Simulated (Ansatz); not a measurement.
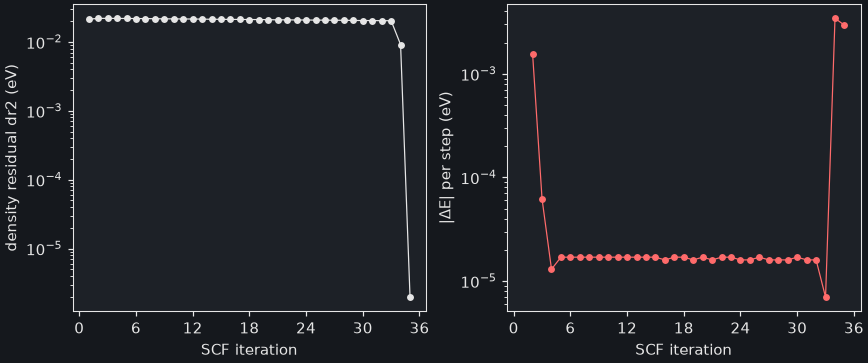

The plot shows the SCF iterations of a calculation: density residual dr2, step-to-step change of the Harris–Foulkes energy. The starting density is a sum of atomic densities corrected by a trained network.

Rh (2 atoms in the cell), run with Ansatz.

```
crystal:
  lattice:
    - [1.9467013253, 1.9467013253, 0.0]
    - [-1.884971299, 1.884971299, 0.0]
    - [0.0, 0.0, 3.7349434262]
  atoms:
    - { symbol: Rh, position: [0.0, 0.0, 0.0] }
    - { symbol: Rh, position: [0.5, 0.5, 0.5] }
basis:
  ecutwfc: 420
kpoints:
  mp_grid: { grid: [20, 20, 14] }
hamiltonian:
  xc: pbesol
scf:
  occupations: { method: gaussian, width: 0.1 }
  mixing: { algorithm: anderson, beta: 0.001, ndim: 1 }
  max_iter: 75
output:
  forces: true
  eigenvalues: true
  stress: true
```

Run as:
```bash
ansatz run input.yaml --threads 1 --pin off --max-ram 2560MiB --backend cpu --events-out ev --progress --plain --runs-dir out
```

Was self-consistency reached?

It did not finish: the time limit cut it off after 35 iterations. The residual goes from 0.021 at the first step to 2 × 10⁻⁶ at the last. After iteration 33 the program gave up density mixing and went on by direct minimisation of the free energy. From the first spectrum the program read the system as a metal and chose the Kerker preconditioner.

What lies behind the failure?

The input holds a fault, mixing far too weak: scf.mixing set to {"algorithm": "anderson", "beta": 0.001, "ndim": 1}. The plot doesn't show it to be the cause; the time allowed was short.
